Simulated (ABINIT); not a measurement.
## Hubbard response calculation of AlNi (part 2 of 4)

Continued. System: AlNi (2 atoms in the cell). Method: Kohn-Sham DFT of a periodic cell, LDA, DFT+U, JTH PAW LDA v2.0, spin-polarised (ABINIT 10.8.3); cutoff 1115.67 eV, 4×4×4 k-mesh, fermi-dirac of 0.1 eV, collinear spins. The structure derives from an entry of the Crystallography Open Database.

Geometry of the input (Å; fractional positions):
```
2.8810  0.0000  0.0000
0.0000  2.8810  0.0000
0.0000  0.0000  2.8810
Ni 0.5000  0.5000  0.5000
Al 0.0000  0.0000  0.0000
```

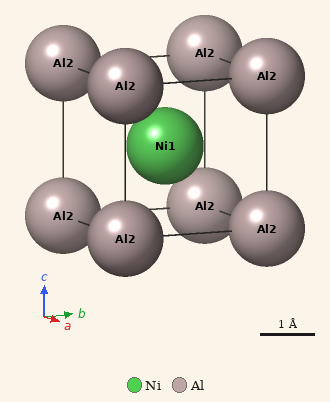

*The input geometry (spheres-only view of the cell of the calculation, seen slightly off an axis; atoms are numbered from 1 in the order of the input). An atom can appear more than once, as a periodic image.*

What the program printed, continued
```
     iter   Etot(hartree)      deltaE(h)  residm     nres2   difmagsph maxmagsph
 ETOT  1  -173.10179958001    -1.731E+02 2.775E-05 1.203E-01 2.702E-07 2.702E-07
 ETOT  2  -173.10191150263    -1.119E-04 2.294E-05 2.588E-01 1.832E-07 8.699E-08
 ETOT  3  -173.10170272587     2.088E-04 3.910E-05 1.194E-03 1.755E-05 1.764E-05
 ETOT  4  -173.10170444955    -1.724E-06 1.700E-06 1.816E-04 1.331E-05 4.326E-06
 ETOT  5  -173.10170418739     2.622E-07 8.861E-07 1.920E-06 9.315E-08 4.373E-06
 ETOT  6  -173.10170418804    -6.532E-10 8.323E-07 1.150E-06 2.013E-06 2.360E-06
 ETOT  7  -173.10170418665     1.392E-09 1.202E-07 1.210E-08 7.291E-07 1.631E-06
 ETOT  8  -173.10170418664     3.354E-12 6.728E-08 6.783E-10 4.747E-07 1.156E-06

 At SCF step    8       nres2   =  6.78E-10 < tolvrs=  1.00E-09 =>converged.

 Cartesian components of stress tensor (hartree/bohr^3)
  sigma(1 1)=  3.26304916E-04  sigma(3 2)= -2.00650523E-09
  sigma(2 2)=  3.26303674E-04  sigma(3 1)=  9.68799195E-11
  sigma(3 3)=  3.26303881E-04  sigma(2 1)=  7.47612249E-10

--- !ResultsGS
iteration_state: {dtset: 1, }
comment   : Summary of ground state results
lattice_vectors:
- [  5.4443010,   0.0000000,   0.0000000, ]
- [  0.0000000,   5.4443010,   0.0000000, ]
- [  0.0000000,   0.0000000,   5.4443010, ]
lattice_lengths: [   5.44430,    5.44430,    5.44430, ]
lattice_angles: [ 90.000,  90.000,  90.000, ] # degrees, (23, 13, 12)
lattice_volume:   1.6137133E+02
convergence: {deltae:  3.354E-12, res2:  6.783E-10, residm:  6.728E-08, diffor: null, }
etotal    :  -1.73101704E+02
entropy   :   0.00000000E+00
fermie    :   4.09068784E-01
cartesian_stress_tensor: # hartree/bohr^3
- [  3.26304916E-04,   7.47612249E-10,   9.68799195E-11, ]
- [  7.47612249E-10,   3.26303674E-04,  -2.00650523E-09, ]
- [  9.68799195E-11,  -2.00650523E-09,   3.26303881E-04, ]
pressure_GPa:  -9.6002E+00
xred      :
- [  5.0000E-01,   5.0000E-01,   5.0000E-01, Ni]
- [  0.0000E+00,   0.0000E+00,   0.0000E+00, Al]
cartesian_forces: # hartree/bohr
- [  4.84579310E-10,   1.07108461E-09,   2.90172240E-09, ]
- [ -4.84579310E-10,  -1.07108461E-09,  -2.90172240E-09, ]
force_length_stats: {min:   3.13081974E-09, max:   3.13081974E-09, mean:   3.13081974E-09, }
...

 Integrated electronic and magnetization densities in atomic spheres:
 ------------------------------------------------------------------------------------------------------------
 Radius=ratsph(iatom), smearing ratsm=  0.0000. Diff(up-dn)=approximate z local magnetic moment.
    Atom    Radius    up_density   dn_density  Total(up+dn)  Diff(up-dn)
    1 Ni   1.81432     8.002180     8.002181     16.004361    -0.000001
    2 Al   1.90363     0.399321     0.399321      0.798642     0.000000
 ------------------------------------------------------------------------------------------------------------
  Sum:                 8.401501     8.401502     16.803002    -0.000001
 Total magnetization (from the atomic spheres):               -0.000001
 Total magnetization (exact up - dn):                         -0.000000

 ---------- DFT+U DATA ---------------------------------------------------

 ====== For Atom     1, occupations for correlated orbitals. lpawu =   2

 Atom   1. Occ. for lpawu and for spin  1 =   3.88947
 Atom   1. Occ. for lpawu and for spin  2 =   3.88947
 => On atom   1,  local Mag. for lpawu is        0.000001

 == Occupation matrix for correlated orbitals:

 Occupation matrix for spin  1
     0.78173   -0.00000    0.00000   -0.00000    0.00000
    -0.00000    0.78173    0.00000    0.00000   -0.00000
     0.00000    0.00000    0.77213   -0.00000    0.00000
    -0.00000    0.00000   -0.00000    0.78173   -0.00000
     0.00000   -0.00000    0.00000   -0.00000    0.77213

 Occupation matrix for spin  2
     0.78173    0.00000    0.00000    0.00000   -0.00000
     0.00000    0.78173    0.00000   -0.00000   -0.00000
     0.00000    0.00000    0.77213   -0.00000   -0.00000
     0.00000   -0.00000   -0.00000    0.78173   -0.00000
    -0.00000   -0.00000   -0.00000   -0.00000    0.77213

 ---------- calculate U, (J) start ----------

 All pawujat  ok and equal to   1
 macro_uj=1 and nspden=2: standard determination of Hubbard U-parameter

*********************************************************************
************************  Linear Response U  ************************

 Info printed for perturbed atom:    1

  Perturbations           Occupations
 --------------- -----------------------------
    alpha [eV]     Unscreened      Screened
 --------------- -----------------------------
   0.0000000000   7.7573362519   7.7573362519
  -0.1500000000   7.7825024268   7.7789398019

                    Scalar response functions:
                    Chi0 [eV^-1]:     -0.37283
                    Chi [eV^-1]:      -0.14402

 The scalar U from the two-point regression scheme is   4.26113 eV.
*********************************************************************
*********************************************************************
Note: For more reliable linear regressions of the response
matrices, it is advised that you have more than two points.
See the LRUJ protocol for more information.

 URES      ii    nat       r_max    U(J)[eV]   U_ASA[eV]   U_inf[eV]
 URES       1      1     0.00000     1.06528     0.85669     0.82877
 URES       2      8     9.42980     3.73507     3.00371     2.90580
 URES       3     27     9.42980     4.10351     3.30002     3.19244
 URES       4     64    18.85960     4.19457     3.37324     3.26328
 URES       5    125    18.85960     4.22704     3.39936     3.28855
 URES       6    216    28.28940     4.24140     3.41091     3.29972

 ---------- calculate U, (J) end --------------

================================================================================

 ----iterations are completed or convergence reached----

 Mean square residual over all n,k,spin=   22.505E-11; max=  67.280E-09
 reduced coordinates (array xred) for    2 atoms
       0.500000000000      0.500000000000      0.500000000000
       0.000000000000      0.000000000000      0.000000000000
 rms dE/dt=  1.0325E-08; max dE/dt=  1.0484E-08; dE/dt below (all hartree)
    1      -0.000000002058     -0.000000006667     -0.000000021111
    2       0.000000003219      0.000000004995      0.000000010484

 cartesian coordinates (angstrom) at end:
    1      1.44050000000000     1.44050000000000     1.44050000000000
    2      0.00000000000000     0.00000000000000     0.00000000000000

 cartesian forces (hartree/bohr) at end:
    1      0.00000000048458     0.00000000107108     0.00000000290172
    2     -0.00000000048458    -0.00000000107108    -0.00000000290172
 frms,max,avg= 1.8075796E-09 2.9017224E-09  -1.066E-10  1.536E-10  9.760E-10 h/b

 cartesian forces (eV/Angstrom) at end:
    1      0.00000002491807     0.00000005507739     0.00000014921257
    2     -0.00000002491807    -0.00000005507739    -0.00000014921257
 frms,max,avg= 9.2949481E-08 1.4921257E-07  -5.482E-09  7.898E-09  5.019E-08 e/A
 length scales=  1.889726125908  1.889726125908  1.889726125908 bohr
              =  1.000000000000  1.000000000000  1.000000000000 angstroms
 Fermi (or HOMO) energy (hartree) =   0.40907   Average Vxc (hartree)=  -0.44003
 Magnetization (Bohr magneton)=  1.06864768E-07
 Total spin up =  1.04999999E+01   Total spin down =  1.05000001E+01
 Eigenvalues (hartree) for nkpt=  36  k points, SPIN UP:
 kpt#   1, nband= 15, wtk=  0.01563, kpt=  0.0000  0.0000  0.0000 (reduced coord)
  -3.30870   -1.87035   -1.87035   -1.87035    0.01050    0.29244    0.29244    0.35198
   0.35198    0.35198    0.61969    0.61969    0.61969    0.71751    0.71751
      occupation numbers for kpt#   1
   1.00000    1.00000    1.00000    1.00000    1.00000    1.00000    1.00000    1.00000
   1.00000    1.00000    0.00000    0.00000    0.00000    0.00000    0.00000
 prteigrs : prtvol=0 or 1, do not print more k-points.

 Eigenvalues (hartree) for nkpt=  36  k points, SPIN DOWN:
 kpt#   1, nband= 15, wtk=  0.01563, kpt=  0.0000  0.0000  0.0000 (reduced coord)
  -3.30870   -1.87035   -1.87035   -1.87035    0.01050    0.29244    0.29244    0.35198
   0.35198    0.35198    0.61969    0.61969    0.61969    0.71751    0.71751
      occupation numbers for kpt#   1
   1.00000    1.00000    1.00000    1.00000    1.00000    1.00000    1.00000    1.00000
   1.00000    1.00000    0.00000    0.00000    0.00000    0.00000    0.00000
 prteigrs : prtvol=0 or 1, do not print more k-points.

--- !EnergyTerms
iteration_state     : {dtset: 1, }
comment             : Components of total free energy in Hartree
kinetic             :  3.02551590837679E+01
hartree             :  5.75896673286129E+01
xc                  : -7.77731939471189E+00
Ewald energy        : -9.47255810573542E+01
psp_core            :  2.23610564295152E+00
local_psp           : -1.55265658860369E+02
PAW spherical_terms : -5.37037132182621E+00
internal            : -1.73057998578929E+02
'-kT*entropy'       : -8.45332040439039E-04
total_energy        : -1.73058843910970E+02
total_energy_eV     : -4.70917104494434E+03
...

--- !EnergyTermsDC
iteration_state     : {dtset: 1, }
comment             : '"Double-counting" decomposition of free energy'
band_energy         : -1.39833382269815E+01
Ewald energy        : -9.47255810573542E+01
psp_core            :  2.23610564295152E+00
xc_dc               : -5.54779001786690E+01
PAW spherical_terms : -1.11501450345503E+01
internal            : -1.73100858854604E+02
'-kT*entropy'       : -8.45332040439039E-04
total_energy_dc     : -1.73101704186644E+02
total_energy_dc_eV  : -4.71033733246032E+03
...

--- !EnergyTermsWithPAWCore
iteration_state     : {dtset: 1, }
comment             : 'Components of total free energy, including PAW core contributions'
Total energy        : -1.76020270723890E+03
Total energy DC     : -1.76024556751457E+03
Total energy (eV)   : -4.78975557378991E+04
Total energy DC (eV): -4.78987220254151E+04
...

 Cartesian components of stress tensor (hartree/bohr^3)
  sigma(1 1)=  3.26304916E-04  sigma(3 2)= -2.00650523E-09
  sigma(2 2)=  3.26303674E-04  sigma(3 1)=  9.68799195E-11
  sigma(3 3)=  3.26303881E-04  sigma(2 1)=  7.47612249E-10

-Cartesian components of stress tensor (GPa)         [Pressure= -9.6002E+00 GPa]
- sigma(1 1)=  9.60022206E+00  sigma(3 2)= -5.90334219E-05
- sigma(2 2)=  9.60018553E+00  sigma(3 1)=  2.85030564E-06
- sigma(3 3)=  9.60019162E+00  sigma(2 1)=  2.19955117E-05

================================================================================
== DATASET  2 ==================================================================

--- !DatasetInfo
iteration_state: {dtset: 2, }
dimensions: {natom: 2, nkpt: 36, mband: 15, nsppol: 2, nspinor: 1, nspden: 2, mpw: 2040, }
cutoff_energies: {ecut:  41.0, pawecutdg:  63.0, }
electrons: {nelect:   2.10000000E+01, charge:   0.00000000E+00, occopt:   3.00000000E+00, tsmear:   3.67493222E-03, }
meta: {optdriver: 0, ionmov: 0, optcell: 0, iscf: 17, paral_kgb: 0, }
...

 Exchange-correlation functional for the present dataset will be:
  LDA: Perdew-Wang 92 LSD fit to Ceperley-Alder data - ixc=7
  J.P.Perdew and Y.Wang, PRB 45, 13244 (1992)

 Real(R)+Recip(G) space primitive vectors, cartesian coordinates (Bohr,Bohr^-1):
 R(1)=  5.4443010  0.0000000  0.0000000  G(1)=  0.1836783  0.0000000  0.0000000
 R(2)=  0.0000000  5.4443010  0.0000000  G(2)=  0.0000000  0.1836783  0.0000000
 R(3)=  0.0000000  0.0000000  5.4443010  G(3)=  0.0000000  0.0000000  0.1836783
 Unit cell volume ucvol=  1.6137133E+02 bohr^3
 Angles (23,13,12)=  9.00000000E+01  9.00000000E+01  9.00000000E+01 degrees

 Coarse grid specifications (used for wave-functions):

 getcut: wavevector=  0.0000  0.0000  0.0000  ngfft=  32  32  32
         ecut(hartree)=     41.000   => boxcut(ratio)=   2.03916

 Fine grid specifications (used for densities):

 getcut: wavevector=  0.0000  0.0000  0.0000  ngfft=  40  40  40
         ecut(hartree)=     63.000   => boxcut(ratio)=   2.05628
--------------------------------------------------------------------------------

-inwffil : will read wavefunctions from disk file runi_DS2_WFK

 ******************************************
 DFT+U Method used: FLL
 ******************************************

================================================================================

--- !BeginCycle
iteration_state: {dtset: 2, }
solver: {iscf: 17, nstep: 120, nline: 4, wfoptalg: 10, }
tolerances: {tolvrs: 1.00E-09, }
...

     iter   Etot(hartree)      deltaE(h)  residm     nres2   difmagsph maxmagsph
 ETOT  1  -173.07315432878    -1.731E+02 1.234E-05 1.369E-02 1.567E-07 1.567E-07
 ETOT  2  -173.07316753180    -1.320E-05 1.500E-05 2.982E-02 9.579E-08 1.460E-07
 ETOT  3  -173.07314341537     2.412E-05 1.727E-05 1.212E-04 2.535E-06 2.681E-06
 ETOT  4  -173.07314362574    -2.104E-07 3.444E-06 1.745E-05 2.366E-06 3.150E-07
 ETOT  5  -173.07314359824     2.750E-08 9.178E-07 2.103E-07 1.938E-07 5.088E-07
 ETOT  6  -173.07314359803     2.120E-10 1.809E-06 3.977E-08 2.139E-07 2.949E-07
 ETOT  7  -173.07314359799     4.397E-11 3.199E-07 8.756E-10 7.936E-08 2.156E-07

 At SCF step    7       nres2   =  8.76E-10 < tolvrs=  1.00E-09 =>converged.

 Cartesian components of stress tensor (hartree/bohr^3)
  sigma(1 1)=  3.25322612E-04  sigma(3 2)= -4.73168980E-10
  sigma(2 2)=  3.25323362E-04  sigma(3 1)=  4.16347062E-10
  sigma(3 3)=  3.25323169E-04  sigma(2 1)= -1.42895034E-11

--- !ResultsGS
iteration_state: {dtset: 2, }
comment   : Summary of ground state results
lattice_vectors:
- [  5.4443010,   0.0000000,   0.0000000, ]
- [  0.0000000,   5.4443010,   0.0000000, ]
- [  0.0000000,   0.0000000,   5.4443010, ]
lattice_lengths: [   5.44430,    5.44430,    5.44430, ]
lattice_angles: [ 90.000,  90.000,  90.000, ] # degrees, (23, 13, 12)
lattice_volume:   1.6137133E+02
convergence: {deltae:  4.397E-11, res2:  8.756E-10, residm:  3.199E-07, diffor: null, }
etotal    :  -1.73073144E+02
entropy   :   0.00000000E+00
fermie    :   4.09421932E-01
cartesian_stress_tensor: # hartree/bohr^3
- [  3.25322612E-04,  -1.42895034E-11,   4.16347062E-10, ]
- [ -1.42895034E-11,   3.25323362E-04,  -4.73168980E-10, ]
- [  4.16347062E-10,  -4.73168980E-10,   3.25323169E-04, ]
pressure_GPa:  -9.5713E+00
xred      :
- [  5.0000E-01,   5.0000E-01,   5.0000E-01, Ni]
- [  0.0000E+00,   0.0000E+00,   0.0000E+00, Al]
cartesian_forces: # hartree/bohr
- [ -8.11485143E-10,  -1.23609620E-10,  -8.80127522E-10, ]
- [  8.11485143E-10,   1.23609620E-10,   8.80127522E-10, ]
force_length_stats: {min:   1.20349987E-09, max:   1.20349987E-09, mean:   1.20349987E-09, }
...

 Integrated electronic and magnetization densities in atomic spheres:
 ------------------------------------------------------------------------------------------------------------
 Radius=ratsph(iatom), smearing ratsm=  0.0000. Diff(up-dn)=approximate z local magnetic moment.
    Atom    Radius    up_density   dn_density  Total(up+dn)  Diff(up-dn)
    1 Ni   1.81432     7.998590     7.998591     15.997181    -0.000000
    2 Al   1.90363     0.399580     0.399580      0.799160     0.000000
 ------------------------------------------------------------------------------------------------------------
  Sum:                 8.398171     8.398171     16.796341    -0.000000
 Total magnetization (from the atomic spheres):               -0.000000
 Total magnetization (exact up - dn):                         -0.000000
```
